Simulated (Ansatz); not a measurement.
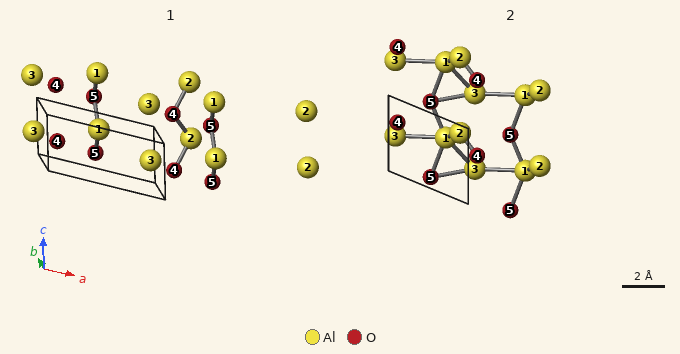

Two geometries of crystalline Al$_{3}$O$_{2}$ (built on the random type) (coarse preliminary run), drawn at one scale. One is the start of a relaxation, the other its converged end. A ball-and-stick model of the cell of the calculation, repeated 2 × 1 × 2 with one cell outlined, seen along the b axis.

These are results of DFT PBE, scalar-relativistic, plane waves, PAW in Ansatz 0.2.0, not measurements. Set-up: plane-wave cutoff 420 eV; k-point mesh 4 × 4 × 6; occupations gaussian; smearing width 0.1 eV; no spin polarisation; cell and atoms relaxed; force threshold 0.04 eV/Å; at most 70 steps.

Q: Which of the two is the end point?

A: Structure 1 is the relaxed one. Case: random cell without symmetry. Over 40 accepted moves (49 points after the start) the energy falls by 1748 meV per atom. Largest force component: 17 eV/Å at the start, 0.0058 eV/Å at the end. Pressure: 36.35 GPa at the start and 0.07 GPa at the end. The line search rejected the trial steps at points 15, 20, 31, 33, 41 of the run. The SCF was repeated 4 times at an unchanged geometry on a basis and grid sized afresh for the cell, which shifted the energy by 52.6 meV per atom at most. Al2 moves most relative to the cell: 2.14 Å roughly along [2 0 1]. By element the largest moves are Al 2.14 Å, O 1.33 Å. Cell: a 4.242 → 5.868 Å (+38.3 %), b 4.919 → 4.533 Å (−7.8 %), c 3.904 → 2.799 Å (−28.3 %), α 109.7° → 90.9°, β 114.0° → 104.9°, γ 81.6° → 99.8°. Volume +1.0 %. Among the contacts that change: Al1–Al2 2.130 → 5.187 Å, Al2–O5 3.657 → 1.861 Å, Al2–O4 3.046 → 1.838 Å, Al3–O5 2.203 → 3.238 Å. New bonds form: Al2–O4 (3.05 → 1.84 Å), Al2–O5 (3.66 → 1.86 Å). Bonds break: Al1–Al2 (2.13 → 5.19 Å), Al3–O5 (2.20 → 3.24 Å). Bond angles that change, for instance: Al1–O5–Al1 137.3° → 99.9°, O5–Al1–O5 137.3° → 99.9°, Al2–O4–Al3 108.9° → 125.3°. The space group stays P1 (No. 1). The run took 2.5 min on 1 thread of Intel(R) Xeon(R) 6975P-C (Granite Rapids), with other jobs on the host, peak memory 0.43 GiB.

Limits of the set-up: the k-point mesh is coarse for a cell with partly filled bands.
